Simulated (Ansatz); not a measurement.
Zn12H: several calculations on one system

**1. Relaxation**

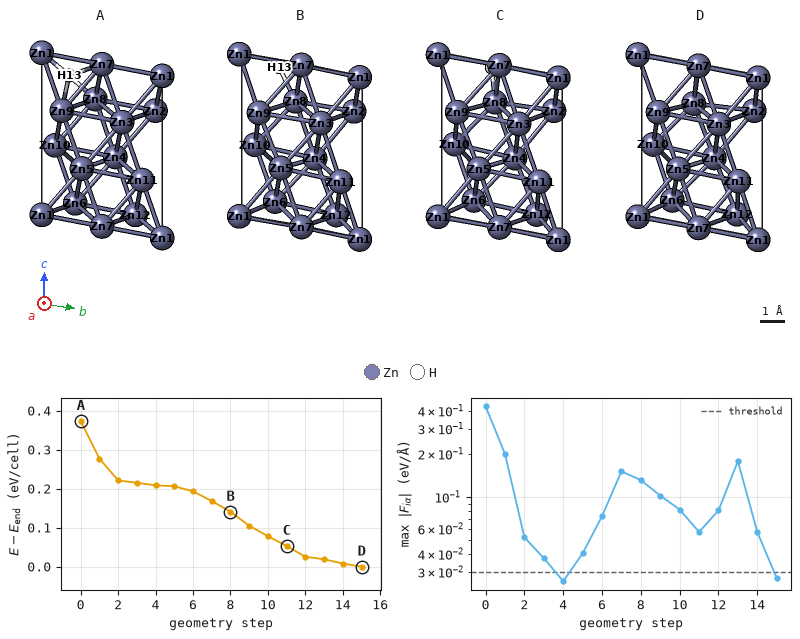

Frames of a relaxation of a defect cell of composition Zn12H, marked on the history of the run. The picture is a ball-and-stick view of the cell of the calculation, reduced to other axes, seen along the a axis. Lengths and directions refer to the drawn axes.

It is an interstitial H in hcp Zn. The run prepares an end point of a later path (interstitial hop) calculation, from a guessed geometry. The atoms of the start lie slightly off their symmetric places, so part of the fall in energy undoes that.

Level of theory: Ansatz, DFT LDA, scalar-relativistic, plane waves, PAW. Set-up: plane-wave cutoff 420 eV; k-point mesh 4 × 3 × 3; occupations gaussian; smearing width 0.05 eV; no spin polarisation; atoms relaxed in a fixed cell; force threshold 0.03 eV/Å; at most 60 steps.

Describe the path.

Over 15 geometry steps the energy falls by 0.374 eV per cell of the calculation. Largest force component: 0.43 eV/Å at the start, 0.027 eV/Å at the end. The forces were under the threshold at step 4, but the run went on from there. H13 moves most: 1.47 Å roughly along [2 3 1]. By element the largest moves are H 1.47 Å, Zn 0.31 Å. The lattice vectors keep their values. Near-neighbour distances that change, for instance: Zn12–H13 3.298 → 1.836 Å, Zn1–H13 1.959 → 3.321 Å, Zn9–H13 1.973 → 3.267 Å, Zn2–H13 1.999 → 2.957 Å. From step 0 to 8: H13 moves most (0.61 Å), energy −0.233 eV per cell of the calculation. From step 8 to 11: H13 moves most (0.58 Å), energy −87.7 meV per cell of the calculation. From step 11 to 15: H13 moves most (0.37 Å), energy −53.1 meV per cell of the calculation.

```tsv
step	E − E(0), meV/atom	largest force component, eV/Å
0	0.00	0.4286
1	-7.42	0.1995
2	-11.71	0.0521
3	-12.19	0.0374
4	-12.69	0.0258
5	-12.86	0.0404
6	-13.88	0.0735
7	-15.77	0.1509
8	-17.91	0.1311
9	-20.66	0.1022
10	-22.72	0.0817
11	-24.66	0.0569
12	-26.79	0.0805
13	-27.28	0.1777
14	-28.12	0.0569
15	-28.74	0.0271
```

Limits of the set-up: the k-point mesh is coarse for a cell with partly filled bands; the periodic images lie only 4.9 Å apart, so the values are limited by the cell's size.

**2. Relaxation**

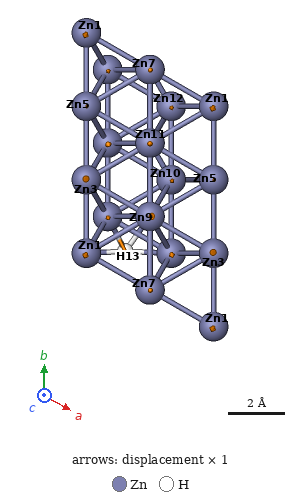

A relaxation of a defect cell of composition Zn$_{12}$H. The starting structure is drawn; orange arrows show the displacements, at their true length.

The picture is a ball-and-stick view of the cell of the calculation, seen along the c axis.

It is an interstitial H in hcp Zn. The run prepares an end point of a later path (interstitial hop) calculation, from a guessed geometry.

Method: DFT LDA, scalar-relativistic, plane waves, PAW in Ansatz 0.2.0.

Input file:
```yaml
crystal:
  lattice:
    - [5.32, 0.0, 0.0]
    - [-3.99, 6.910883, 0.0]
    - [0.0, 0.0, 4.93696]
  atoms:
    - { symbol: Zn, position: [0.0, 0.0, 0.0] }
    - { symbol: Zn, position: [0.16666666, 0.22222221, 0.5] }
    - { symbol: Zn, position: [-1.0e-08, 0.33333332, 0.0] }
    - { symbol: Zn, position: [0.16666665, 0.55555553, 0.5] }
    - { symbol: Zn, position: [-2.0e-08, 0.66666664, 0.0] }
    - { symbol: Zn, position: [0.16666664, 0.88888885, 0.5] }
    - { symbol: Zn, position: [0.5, 0.0, 0.0] }
    - { symbol: Zn, position: [0.66666666, 0.22222221, 0.5] }
    - { symbol: Zn, position: [0.49999999, 0.33333332, 0.0] }
    - { symbol: Zn, position: [0.66666665, 0.55555553, 0.5] }
    - { symbol: Zn, position: [0.49999998, 0.66666664, 0.0] }
    - { symbol: Zn, position: [0.66666664, 0.88888885, 0.5] }
    - { symbol: H, position: [0.30543261, 0.11042538, 1.25883586] }
basis:
  ecutwfc: 420.0
kpoints:
  mp_grid: { grid: [4, 3, 3] }
hamiltonian:
  xc: lda
scf:
  occupations: { method: gaussian, width: 0.05 }
  lower_state_search: "off"
relax:
  f_tol: 0.03
  max_steps: 60
  adjacent_minimum: "off"
```

Launched with:
```bash
ansatz run input.yaml --threads 4 --pin off --max-ram 10240MiB --backend cpu --events-out ev --progress --plain --runs-dir out
```

**Which element moves most?**

Hydrogen: up to 1.41 Å, against 0.30 Å for zinc.

**What did the optimiser do to the structure, and how much energy did it gain?**

The largest move is that of H13, 1.41 Å along [−2 2 −3]. Largest moves by element: H 1.41 Å, Zn 0.30 Å. The lattice vectors keep their values. Near-neighbour distances that change, for instance: Zn3–H13 3.214 → 1.834 Å, Zn6–H13 1.945 → 3.271 Å, Zn8–H13 2.047 → 3.320 Å, Zn1–Zn9 2.660 → 2.992 Å. The energy falls by 0.377 eV per cell of the calculation in 11 accepted moves (13 points after the start). Largest force component: 0.45 eV/Å at the start, 0.023 eV/Å at the end. The line search rejected the trial step at point 10 of the run. 1 step only repeated the SCF at the same geometry. Cost: 45 s on 4 threads of INTEL(R) XEON(R) PLATINUM 8581C CPU @ 2.30GHz (Emerald Rapids) (shared host), peak memory 0.79 GiB.

Limits of the set-up: the k-point mesh is coarse for a cell with partly filled bands; the periodic images lie only 4.9 Å apart, so the values are limited by the cell's size.

**3. Path**

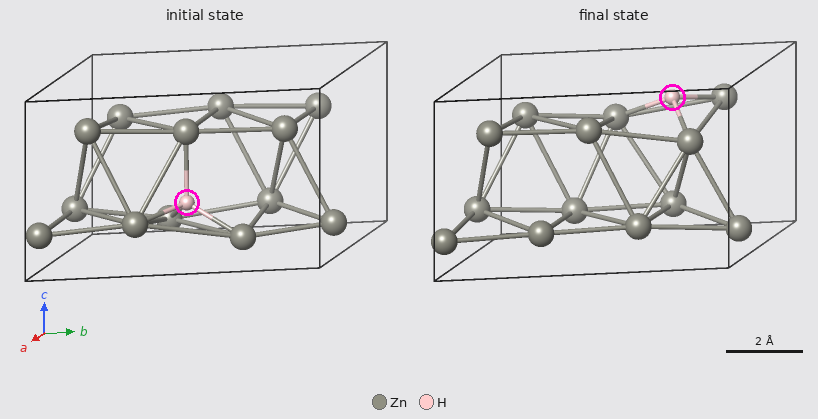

The two relaxed end points of a path for Zn with an interstitial H (13 atoms in the cell). A ball-and-stick model of the simulation cell (origin moved), seen slightly off an axis. The moving atom is ringed, with any periodic copies. Bonds to atoms that aren't drawn are left out.

Computed with Ansatz 0.2.0, DFT LDA, scalar-relativistic, plane waves, PAW.

Input file:
```yaml
crystal:
  lattice:
    - [5.32, 0.0, 0.0]
    - [-3.99, 6.910883, 0.0]
    - [0.0, 0.0, 4.93696]
  atoms:
    - { symbol: Zn, position: [-0.01720852, 0.01621073, 0.02578487] }
    - { symbol: Zn, position: [0.15805783, 0.22410172, 0.52965168] }
    - { symbol: Zn, position: [-0.01106493, 0.34879901, 0.00542297] }
    - { symbol: Zn, position: [0.16575673, 0.56296931, 0.53607335] }
    - { symbol: Zn, position: [-0.02310022, 0.67371255, -0.0114068] }
    - { symbol: Zn, position: [0.12812413, 0.87468453, 0.44946302] }
    - { symbol: Zn, position: [0.48497125, 0.01307856, 0.01578344] }
    - { symbol: Zn, position: [0.68242481, 0.25162776, 0.46358888] }
    - { symbol: Zn, position: [0.48223281, 0.34743047, 0.00806774] }
    - { symbol: Zn, position: [0.64760548, 0.55208369, 0.51256194] }
    - { symbol: Zn, position: [0.48203473, 0.67841426, 0.04213699] }
    - { symbol: Zn, position: [0.67458013, 0.88341291, 0.55766115] }
    - { symbol: H, position: [0.47921867, 0.01510051, 0.61923477] }
basis:
  ecutwfc: 420.0
kpoints:
  mp_grid: { grid: [4, 3, 3] }
hamiltonian:
  xc: lda
scf:
  occupations: { method: gaussian, width: 0.05 }
  lower_state_search: "off"
neb:
  images: 7
  f_tol: 0.05
  initial_path: idpp
  max_iterations: 80
  spring: { min: 2.0, max: 10.0 }
  final_atoms:
    - { symbol: Zn, position: [-0.01743221, -0.03063996, -0.03051924] }
    - { symbol: Zn, position: [0.17843539, 0.20909553, 0.51960742] }
    - { symbol: Zn, position: [-0.00851971, 0.33961618, 0.05713445] }
    - { symbol: Zn, position: [0.18109952, 0.54363287, 0.53934491] }
    - { symbol: Zn, position: [0.01784824, 0.67003657, 0.01162989] }
    - { symbol: Zn, position: [0.18103871, 0.8746759, 0.50689307] }
    - { symbol: Zn, position: [0.50835417, -0.00273018, 0.02989412] }
    - { symbol: Zn, position: [0.67959956, 0.20482264, 0.52474783] }
    - { symbol: Zn, position: [0.53859331, 0.34815077, -0.0492482] }
    - { symbol: Zn, position: [0.68665046, 0.54787576, 0.49050542] }
    - { symbol: Zn, position: [0.49918353, 0.65871623, 0.0354537] }
    - { symbol: Zn, position: [0.67475167, 0.87336609, 0.50752308] }
    - { symbol: H, position: [0.1858298, 0.20714006, 1.11586941] }
  order_check: true
```

Command:
```bash
ansatz run input.yaml --threads 4 --pin off --max-ram 10240MiB --backend cpu --events-out ev --progress --plain --runs-dir out
```

> What barrier does the band find between them, and by what path?

The two ends have the same energy, and the highest point, image 3, lies 0.175 eV above the start. The H atom travels furthest, 3.63 Å from end to end, along [−2 1 3], on a path that bends up to 0.85 Å away from the straight line. At the highest image its nearest neighbour (Zn) is 1.79 Å away, against 1.81 Å at the start, and the surrounding atoms stand up to 0.26 Å off the mean of their end positions. The band converged in 13 iterations. The largest component of the band force went from 2 to 0.047 eV/Å. The climbing image converged on the top of the path. A check of its curvatures found one unstable direction (−0.16 eV/Å²), as a transition state must have.

Energies of the converged images:

| image | path (Å) | E (eV) |
| --- | --- | --- |
| 0 | 0.00 | 0.000 |
| 1 | 0.89 | 0.109 |
| 2 | 1.69 | 0.126 |
| 3 | 2.31 | 0.175 |
| 4 | 2.67 | 0.165 |
| 5 | 3.05 | 0.131 |
| 6 | 3.50 | 0.064 |
| 7 | 4.23 | 0.018 |
| 8 | 5.47 | 0.000 |

The geometry at the top of the path:

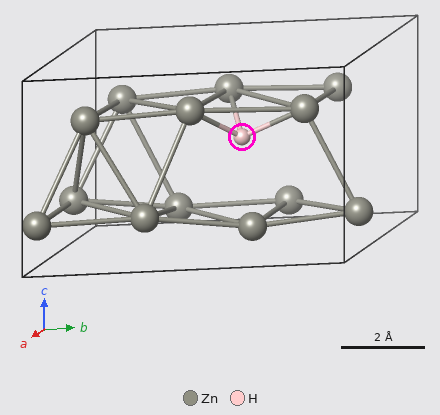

Limits of the set-up: the k-point mesh is coarse for a cell with partly filled bands; the periodic images lie only 4.9 Å apart, so the values are limited by the cell's size.

The run took 10 min on 4 threads of INTEL(R) XEON(R) PLATINUM 8581C CPU @ 2.30GHz (Emerald Rapids), with other jobs on the host, peak memory 2.4 GiB.
